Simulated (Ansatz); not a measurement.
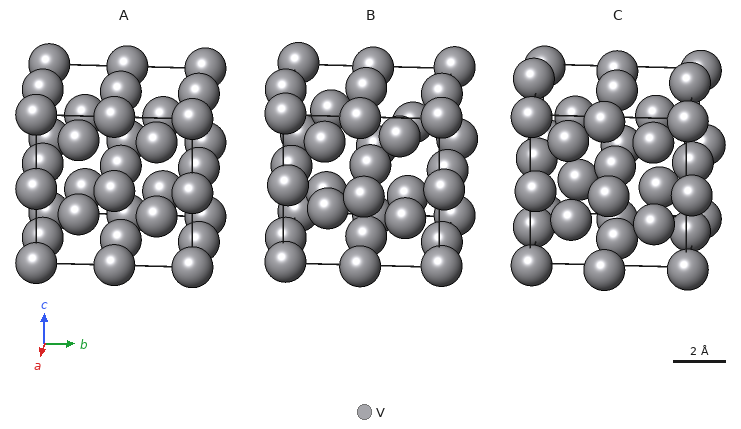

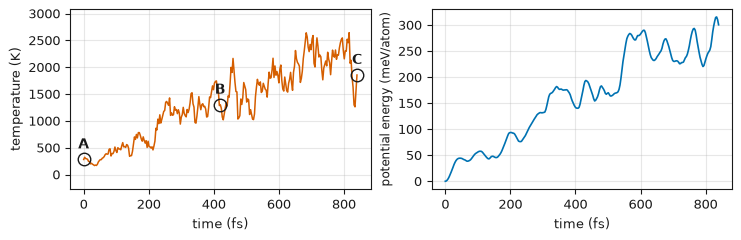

First-principles dynamics of a 16-atom cell of V, 840 fs long. The cell was cut from the bcc crystal. Frames (A at 0 fs, B at 420 fs, C at 840 fs) and the history of the run. Style: spheres-only. Shown: the simulation cell, from a free direction.

Computed with DFT PBE-D3(BJ), scalar-relativistic, plane waves, PAW in Ansatz 0.2.0. Set-up: plane-wave cutoff 420 eV; k-point mesh 2 × 2 × 2; Fermi-Dirac smearing 0.24 eV; Langevin thermostat (NVT); set temperature 300 K, then to 2800 K over 280 steps; time step 3 fs; friction 0.02 per fs.

Input
```yaml
crystal:
  lattice:
    - [6.04, 0.0, 0.0]
    - [0.0, 6.04, 0.0]
    - [0.0, 0.0, 6.04]
  atoms:
    - { symbol: V, position: [0.0, 0.0, 0.0] }
    - { symbol: V, position: [0.5, 0.0, 0.0] }
    - { symbol: V, position: [0.0, 0.5, 0.0] }
    - { symbol: V, position: [0.0, 0.0, 0.5] }
    - { symbol: V, position: [0.25, 0.25, 0.25] }
    - { symbol: V, position: [0.5, 0.5, 0.0] }
    - { symbol: V, position: [0.5, 0.0, 0.5] }
    - { symbol: V, position: [0.75, 0.25, 0.25] }
    - { symbol: V, position: [0.0, 0.5, 0.5] }
    - { symbol: V, position: [0.25, 0.75, 0.25] }
    - { symbol: V, position: [0.25, 0.25, 0.75] }
    - { symbol: V, position: [0.5, 0.5, 0.5] }
    - { symbol: V, position: [0.75, 0.75, 0.25] }
    - { symbol: V, position: [0.75, 0.25, 0.75] }
    - { symbol: V, position: [0.25, 0.75, 0.75] }
    - { symbol: V, position: [0.75, 0.75, 0.75] }
basis:
  ecutwfc: 420.0
kpoints:
  mp_grid: { grid: [2, 2, 2] }
hamiltonian:
  xc: pbe
  dispersion: d3bj
scf:
  occupations: { method: fermi_dirac, width: 0.24 }
  lower_state_search: "off"
md:
  timestep: 3
  n_steps: 280
  ensemble: nvt_langevin
  temperature: 300.0
  initial_velocities: maxwell_boltzmann
  seed: 665927
  friction: 0.02
  temperature_schedule: [{ n_steps: 280, end_temperature: 2800.0 }]
```

Run as
```bash
ansatz run input.yaml --threads 2 --pin off --max-ram 5120MiB --backend cpu --events-out ev --progress --plain --runs-dir out
```

### What happens in this trajectory?

Under the programmed temperature the kinetic temperature goes from 310 K (first eighth) to 2128 K (last eighth), with a peak of 2644 K. The potential energy in the second half lies on average 234 meV per atom above the first frame. In the second half of the run the atoms are, in the root-mean-square, this far from where they began (common drift taken out): V 0.26 Å. That is small against the typical shortest distance between atoms in the first frame, about 2.6 Å: the atoms vibrate about their sites and the arrangement holds.

Limits of the set-up: the k-point mesh is coarse for a cell with partly filled bands.

The run took 33 min on 2 threads of Arm Neoverse V1, with other jobs on the host, peak memory 0.77 GiB.
